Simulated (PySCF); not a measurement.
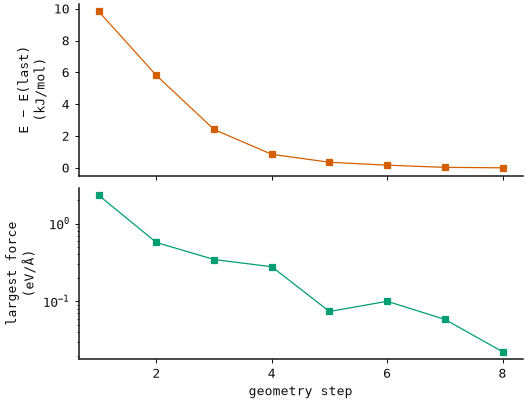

History of a geometry optimisation.

The run: gamma-butyrolactone (SMILES O=C1CCCO1), by PBE0-D3(BJ)/def2-SVP, geometry optimisation (PySCF 2.14.0, density fitting).

> How did the optimisation end?

The optimisation met its thresholds at geometry 8, counting the start as the first. The energy fell by about 9.8 kJ/mol from the first step to the last. The largest force goes from about 2.3 eV/Å at the start to 0.023 eV/Å at the end.
